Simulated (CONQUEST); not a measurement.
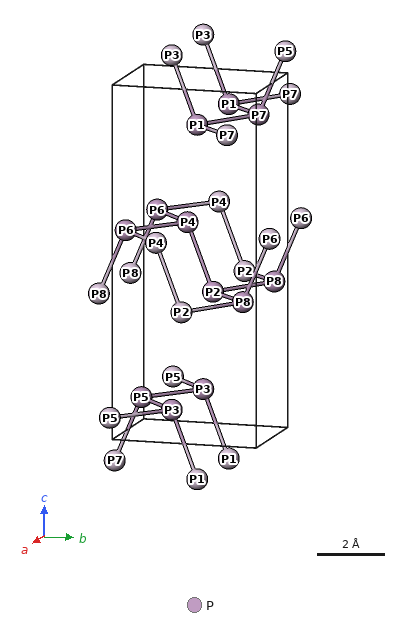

The structure (ball-and-stick view of the cell of the calculation, seen slightly off an axis; neighbours outside the cell are drawn fainter; atoms are numbered from 1 in the order of the input). Near neighbours in the crystal (not all of them lie inside the picture): P has 3 P at 2.13 to 2.24 Å.

# Single-point calculation, with input and output: P

- system: P (P1, 8 atoms in the cell)
- method: Kohn-Sham DFT of a periodic cell, PBE, PseudoDojo NC PBE, no spin polarisation (CONQUEST 1.3)

The structure derives from a Materials Project entry. It belongs to a series of runs on one base structure; here: atoms moved at random by about 0.05 A.

## Input file
```
IO.Title P
IO.Coordinates coords.dat
IO.FractionalAtomicCoords T
IO.Iprint 2
IO.Iprint_init 1
General.NumberOfSpecies 1
General.PseudopotentialType hamann
AtomMove.TypeOfRun static
AtomMove.FullStress T
Grid.GridCutoff 120
DM.SolutionMethod diagon
Diag.MPMesh T
Diag.GammaCentred T
Diag.MPMeshX 8
Diag.MPMeshY 6
Diag.MPMeshZ 3
Diag.kT 0.00183747
minE.SCTolerance 1e-6
Basis.MultisiteSF T
Multisite.LFD T
Multisite.Smear T
SC.MaxIters 100
IO.AtomChargeOutput T
%block ChemicalSpeciesLabel
1 30.970 P
%endblock
%block P
Atom.NumberOfSupports 4
Atom.MultisiteRange 5
Atom.LFDRange 5
%endblock
```

Command:
```bash
Conquest
```

## What the program printed
```
Simulation cell dimensions:     6.2276 a0 x     8.5862 a0 x    20.6548 a0

      Atomic coordinates (a0)
         Atom         X         Y         Z  Species
            1    0.0616    5.0937   18.6456        1
            2    3.1754    5.0937    8.3181        1
            3    0.0018    3.5556    1.9403        1
            4    3.1156    3.5556   12.2677        1
            5    3.1092    0.8028    1.9115        1
            6    6.2230    0.8028   12.2390        1
            7    3.0622    7.7787   18.7743        1
            8    6.1760    7.7787    8.4469        1

         Monkhorst-Pack mesh:   8 x   6 x   3 gamma-centred
        This calculation includes non-local pseudopotentials,
         with a maximum core radius of      6.72548408

    Job title: P
    Job to be run: static calculation

    Ground state search:
      Support functions represented with PAO basis
      Multi-site SFs used with local filter diagonalisation
      Non-spin-polarised electrons
      Solving for the K matrix using diagonalisation
      Using Fermi-Dirac smearing

    Integration grid size:     32 x   48 x  108

    Integration grid spacing:  0.195 a0 x 0.179 a0 x 0.191 a0

    Number of species:  1
    --------------------------------------------------------
    |   #  mass (au)  Charge (e)  SF Rad (a0)  NSF  Label  |
    --------------------------------------------------------
    |   1     30.970       5.000       11.725    4  P      |
    --------------------------------------------------------

          PAOs are contracted to multi-site support functions
          SCF tolerance:                 0.00000100
          SCF iterations:               100

    The functional used will be GGA PBE96

           radial cut-off to be used is taken to be max PAO cut-off radius for this species:    6.725484

           greatest ang. mom. for making density from PAOs:  2
    Minimum blocs/proc is     2592. Maximum blocs/proc is     2592
    set_atom_dens: In set_atomic_density, electrons :      40.000000000000
 matrix_size & matrix_size_padH =           32          32
    Init_SFcoeff: Time for making initial multi-site SF coeffficients:          15.23137000 ms

    Screened ion int: energy:     -39.963699975370 Ha

    new_SC_potl: Starting.  Tolerance:  0.10000E-05

    PulayMixSC: Starting Pulay mixing, A_up =  0.500 A_dn =  0.500
    PulayMixSC: Spin non-polarised calculation.
    Init_SFcoeff: Time for making initial multi-site SF coeffficients:          15.50425500 ms
          Harris-Foulkes Energy            :       -55.246624220146174 Ha
          GroundState Energy (E-(1/2)TS)   :       -55.246630456342977 Ha
          Free Energy (E-TS)               :       -55.246636692539788 Ha
          DFT Total Energy                 :       -55.232829249688550 Ha
          Total number of electrons        :        40.000000000000391
    PulayMixSC: Pulay iteration     1 residual:              0.28152E-02
    Init_SFcoeff: Time for making initial multi-site SF coeffficients:          14.78492400 ms
          Harris-Foulkes Energy            :       -55.239474736616025 Ha
          GroundState Energy (E-(1/2)TS)   :       -55.239488240193253 Ha
          Free Energy (E-TS)               :       -55.239501743770489 Ha
          DFT Total Energy                 :       -55.237260856370426 Ha
          Total number of electrons        :        40.000036776022760
    PulayMixSC: Pulay iteration     2 residual:              0.12476E-02
    Init_SFcoeff: Time for making initial multi-site SF coeffficients:          14.75012400 ms
          Harris-Foulkes Energy            :       -55.238629994723375 Ha
          GroundState Energy (E-(1/2)TS)   :       -55.238643011086971 Ha
          Free Energy (E-TS)               :       -55.238656027450567 Ha
          DFT Total Energy                 :       -55.237313538966376 Ha
          Total number of electrons        :        40.000064694141741
    PulayMixSC: Pulay iteration     3 residual:              0.29693E-03
    Init_SFcoeff: Time for making initial multi-site SF coeffficients:          14.82209700 ms
          Harris-Foulkes Energy            :       -55.237807339474081 Ha
          GroundState Energy (E-(1/2)TS)   :       -55.237822572646813 Ha
          Free Energy (E-TS)               :       -55.237837805819552 Ha
          DFT Total Energy                 :       -55.237794229409459 Ha
          Total number of electrons        :        40.000069081331155
    PulayMixSC: Pulay iteration     4 residual:              0.57345E-04
    Init_SFcoeff: Time for making initial multi-site SF coeffficients:          14.56531100 ms
          Harris-Foulkes Energy            :       -55.237791379960221 Ha
          GroundState Energy (E-(1/2)TS)   :       -55.237806286866544 Ha
          Free Energy (E-TS)               :       -55.237821193772859 Ha
          DFT Total Energy                 :       -55.237790789862125 Ha
          Total number of electrons        :        40.000071130481089
    PulayMixSC: Pulay iteration     5 residual:              0.14479E-04
    Init_SFcoeff: Time for making initial multi-site SF coeffficients:          14.87264400 ms
          Harris-Foulkes Energy            :       -55.237812587795716 Ha
          GroundState Energy (E-(1/2)TS)   :       -55.237827492078658 Ha
          Free Energy (E-TS)               :       -55.237842396361600 Ha
          DFT Total Energy                 :       -55.237812479808483 Ha
          Total number of electrons        :        40.000072550929580
    PulayMixSC: Pulay iteration     6 residual:              0.26372E-05
    Init_SFcoeff: Time for making initial multi-site SF coeffficients:          14.53847200 ms
          Harris-Foulkes Energy            :       -55.237810098111659 Ha
          GroundState Energy (E-(1/2)TS)   :       -55.237824986802444 Ha
          Free Energy (E-TS)               :       -55.237839875493229 Ha
          DFT Total Energy                 :       -55.237810084402177 Ha
          Total number of electrons        :        40.000071800261978
    PulayMixSC: Pulay iteration     7 residual:              0.93875E-06
    PulayMixSC: Reached SCF tolerance of  0.93875E-06 after      7 iterations
      | Number of electrons      =        40.000072
      |* band energy as 2Tr[K.H] =       -16.541186600833051 Ha
      |  screened ion-ion energy =       -39.963699975370119 Ha
      |  Ha correction           =        -0.151427651556384 Ha
      |  XC correction           =         1.418503955017212 Ha
      | GS Energy as E-(1/2)TS   =       -55.237824986802444 Ha
      | Free Energy as E-TS      =       -55.237839875493229 Ha
      |* Harris-Foulkes energy   =       -55.237810098111659 Ha
      |* DFT total energy        =       -55.237810084402177 Ha
      |  estimated accuracy      =        -0.000000013709482 Ha

    force: Forces on atoms (Ha/a0)
    force:  Atom   X              Y              Z
    force:     1  -0.0165087882  -0.0108511610  -0.0079057001
    force:     2  -0.0165087882  -0.0108511610  -0.0079057001
    force:     3  -0.0008623582  -0.0010439569   0.0092828624
    force:     4  -0.0008623582  -0.0010439569   0.0092828624
    force:     5   0.0010863149  -0.0009538665   0.0268981544
    force:     6   0.0010863149  -0.0009538665   0.0268981544
    force:     7   0.0162577954   0.0127927816  -0.0282661595
    force:     8   0.0162577954   0.0127927816  -0.0282661595

    force: Maximum force :        0.02826616(Ha/a0) on atom         8 in z direction
    force: Force Residual:        0.02496668 Ha/a0
    force: Total stress:         -8.61477042    -1.90532756    -0.14514045 GPa
                            -1.90945298    -7.19882850     0.27624458
                            -0.14721202     0.07958100    -8.34919199
    force: Average pressure:      8.05426363 GPa

    force: Finished force
    get_E_and_F: Change in energy during last step of electronic optimisation:  0.24897E-05

    BIBLIOGRAPHY: Please consider citing the following references in the conquest.bib file

    CONQUEST:         Bowler2002pt, Miyazaki2004, Nakata2020
    Basis:            Bowler2019, Nakata2014, Nakata2015
    DM:               Bowler:2006xr
    Pseudopotentials: Hamann2013, Bowler2019
    XC functional:    Perdew1996
```

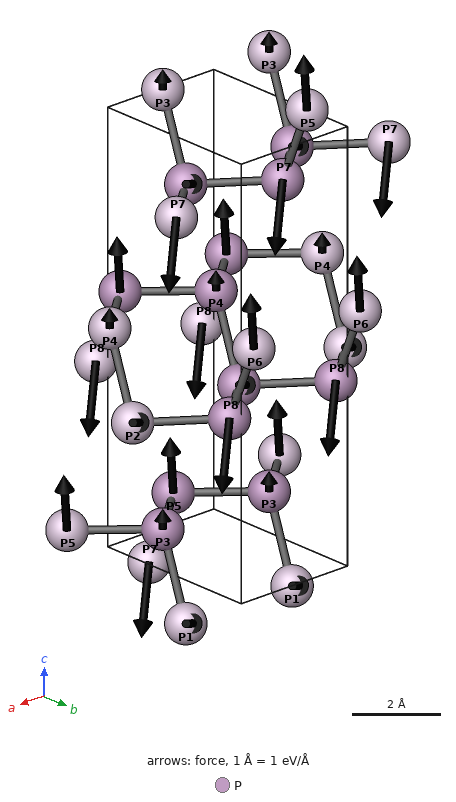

Forces on the atoms as black arrows (ball-and-stick view of the cell of the calculation, seen at an oblique angle; neighbours outside the cell are drawn fainter; atoms are numbered from 1 in the order of the input). The largest act on P7, P8 (1.80 eV/Å); P5, P6 (1.39 eV/Å); P1, P2 (1.09 eV/Å). The geometry is not a stationary point of this energy.

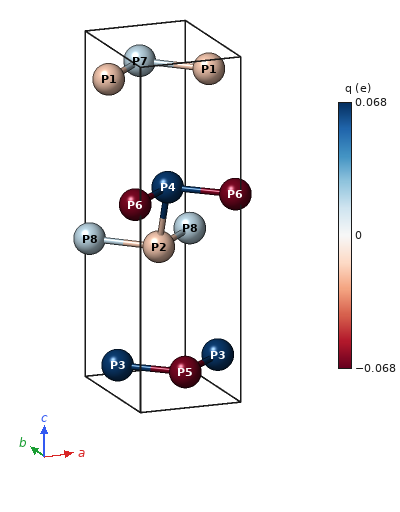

Mulliken charges, as the colour of each atom (ball-and-stick view of the cell of the calculation, seen slightly off an axis; atoms are numbered from 1 in the order of the input). By element: P −0.06 to +0.06 e.

## Results in brief

| quantity | value |
| --- | --- |
| outcome | converged |
| space group (tolerance 0.01 Å) | P1 (1) |
| electrons treated | 40 |
| free energy | −1503.0982 eV |
| Fermi energy | −3.610 eV |
| gap on the k-point mesh | 0.16 eV |
| pressure | 8.05 GPa |
| largest force (length of the vector) | 1.801 eV/Å |
| hardware | 1 thread of Intel Xeon @ 2.50GHz (Skylake/Cascade Lake), 16 GiB of memory available, shared host |
| wall time | 63 s |
| peak memory | 0.89 GiB |

## Notes

The cell is under a pressure of 8.1 GPa at this level, so it is not at its equilibrium volume.
